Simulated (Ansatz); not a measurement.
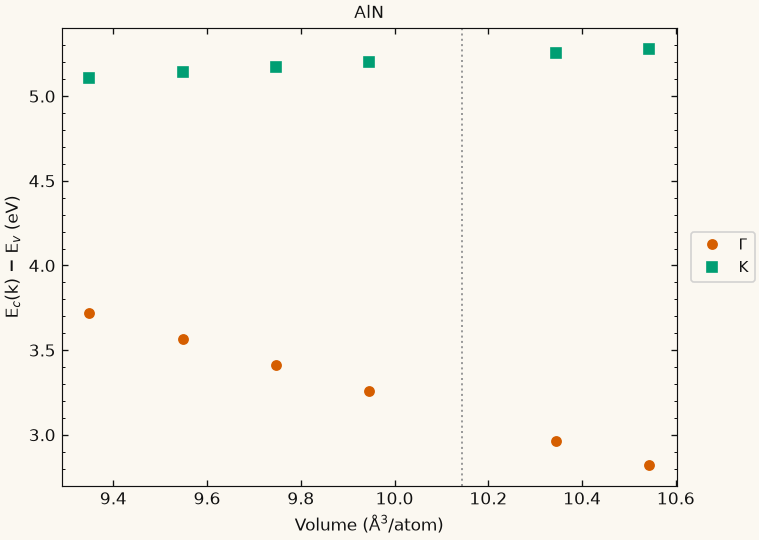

Lowest conduction level at each named k point, counted from the valence-band top at Γ. One run is left out (dotted line).

System: AlN, space group P6_3/mmc, 4 atoms in the cell. The cell is scaled at fixed shape and fractional positions. At 9.95 Å³/atom, a = 3.312 Å, c = 4.188 Å (hexagonal axes). Level of theory: PBE, Ansatz PAW, no spin polarisation, no spin-orbit coupling, 9×9×7 k mesh, 420 eV cutoff, Fermi-Dirac smearing of 0.05 eV; code Ansatz 0.2.0.

| volume | Γ (eV) | K (eV) |
| --- | --- | --- |
| 9.35 Å³/atom | 3.72 | 5.11 |
| 9.55 Å³/atom | 3.56 | 5.14 |
| 9.75 Å³/atom | 3.41 | 5.17 |
| 9.95 Å³/atom | 3.26 | 5.20 |
| 10.34 Å³/atom | 2.96 | 5.26 |
| 10.54 Å³/atom | 2.82 | 5.28 |

What does the missing run, at 10.14 Å³/atom, give?

Answer. Fits through the other points against the logarithm of the volume give 3.11 eV at Γ and 5.23 eV at K (straight lines). The run itself gives 3.11 and 5.23 eV, within 0.01 eV of the estimates.

What are the deformation potentials dE/d ln V?

Answer. Straight lines against ln V have slopes of −7.5 eV at Γ and +1.5 eV at K.

Which of these conduction levels is lowest, and does that change?

Answer. The lowest is the one at Γ, over the whole range, so among these points the gap stays direct.

LDA, GGA and most meta-GGA functionals understate gaps. The usual form of AlN is wurtzite.
